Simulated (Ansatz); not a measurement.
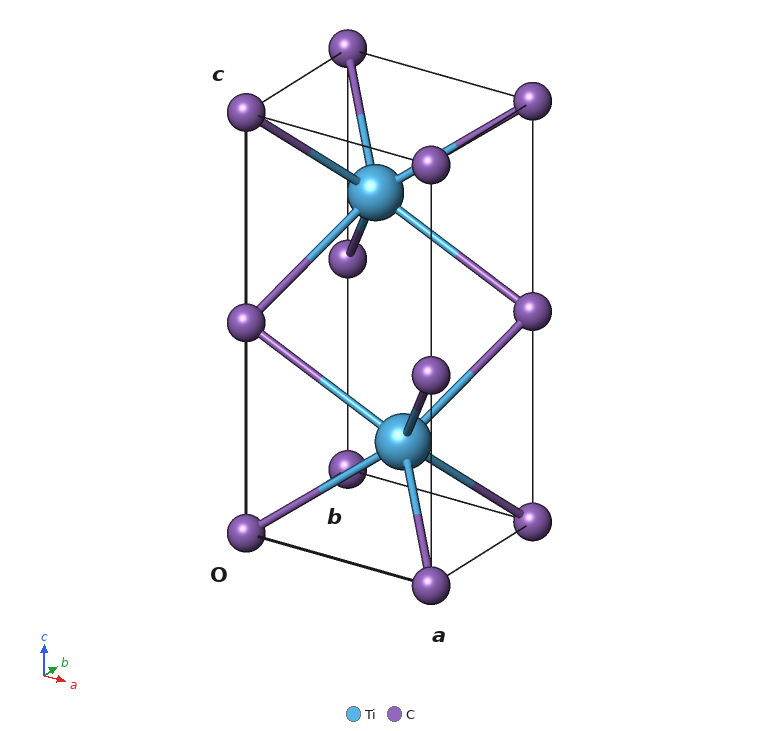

Crystal: TiC, the geometry relaxed with Ansatz 0.2.0, DFT PBE, scalar-relativistic, plane waves, PAW; the starting structure was generated, so it need not be a known form of this composition. One unit cell is drawn above. The drawing is computed from the coordinates (standard cell, symmetry found to 0.002 Å).

```yaml
crystal:
  lattice:
    - [3.15784, 0.00000, 0.00000]
    - [-1.57892, 2.73477, 0.00000]
    - [0.00000, 0.00000, 4.70558]
  atoms:
    - { symbol: Ti, position: [0.33333, 0.66667, 0.75000] }
    - { symbol: C, position: [0.00000, 0.00000, 0.00000] }
    - { symbol: Ti, position: [0.66667, 0.33333, 0.25000] }
    - { symbol: C, position: [0.00000, 0.00000, 0.50000] }
```

Question: What is its point group?

Answer: 6/mmm (D6h), order 24, hexagonal system: one sixfold axis, six twofold axes, seven mirror planes, an inversion centre.

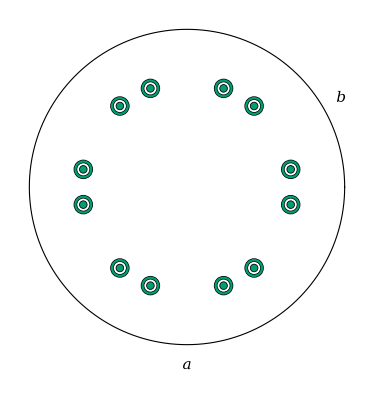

Stereographic projection: filled dots lie in the upper hemisphere, open rings in the lower. The poles are one general form. The c axis points at the viewer.

Question: What does this class allow?

Answer: Class 6/mmm is centrosymmetric, so neither piezoelectric nor pyroelectric; it is not chiral. Its Laue class is 6/mmm.
